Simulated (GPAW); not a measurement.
## KF (Fm-3m): refractive index against wavelength

The refractive index of KF (Fm-3m) below the direct gap (6.18 eV on the mesh) is read from one computed spectrum, n = √(Re ε).

It takes space group Fm-3m (No. 225, cubic). Conventional cell: a = 5.344 Å, b = 5.344 Å, c = 5.344 Å, α = 90.00°, β = 90.00°, γ = 90.00°. Around K on site a lie 6 F at 2.67 Å. Around F on site b lie 6 K at 2.67 Å.

Method: GPAW 26.7.0, PBE, RPA, k-mesh 11×11×11, local fields up to 60 eV, Lorentzian half width 0.1 eV.

Launch of the response step: `OMP_NUM_THREADS=1 python df.py`. The run took 30 s, its band step included, on 1 thread of Arm Neoverse V2, on a shared host.

| wavelength (nm) | photon energy E (eV) | n |
| --- | --- | --- |
| 700 | 1.771 | 1.3808 |
| 633 | 1.959 | 1.3823 |
| 532 | 2.331 | ? |
| 450 | 2.755 | 1.3907 |
| 405 | 3.061 | 1.3950 |
| 365 | 3.397 | 1.4004 |
| 308 | 4.025 | 1.4133 |

In the single-oscillator model n² − 1 = E₀E_d/(E₀² − E²), so 1/(n² − 1) = E₀/E_d − E²/(E₀E_d) is linear in E².

Working, on the rows shown:

| x = E² (eV²) | y = 1/(n² − 1) |
| --- | --- |
| 3.13716 | 1.10301 |
| 3.83641 | 1.09799 |
| 7.59115 | 1.07061 |
| 9.37179 | 1.05705 |
| 11.5384 | 1.04045 |
| 16.2043 | 1.00259 |

Means: x̄ = 8.6132, ȳ = 1.062. Σ(x − x̄)(y − ȳ) = -0.9231, Σ(x − x̄)² = 120.6. Slope = -0.9231 / 120.6 = -0.007654; intercept = ȳ − slope · x̄ = 1.1279. Turned back into n, the line misses the rows shown by at most 0.00044.

Q: Predict the last column of the withheld row from the fit.

A: At x = 5.4314 the line gives y = 1.0863, that is 1.3858. The run gave 1.3858, so the interpolation holds to the digits printed.

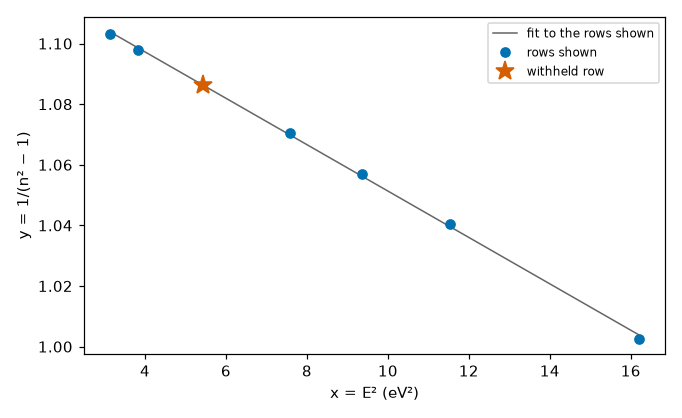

Refitted with all rows, the slope is -0.007656 and the intercept 1.1279. These give E₀ = √(intercept/−slope) = 12.14 eV and E_d = E₀/intercept = 10.8 eV; E₀ is 2.0 times the direct gap. The electronic limit at long wavelengths, without lattice vibrations, is n = √(1 + 1/intercept) = 1.374. Excitons are left out; PBE gaps are as a rule too small. The values come from a sum over the points of one k-mesh and carry its error, which grows as the direct gap shrinks. This version of GPAW has incomplete matrix elements in the optical limit, which can lower ε − 1 by up to a tenth where first-row anions or d states rule.
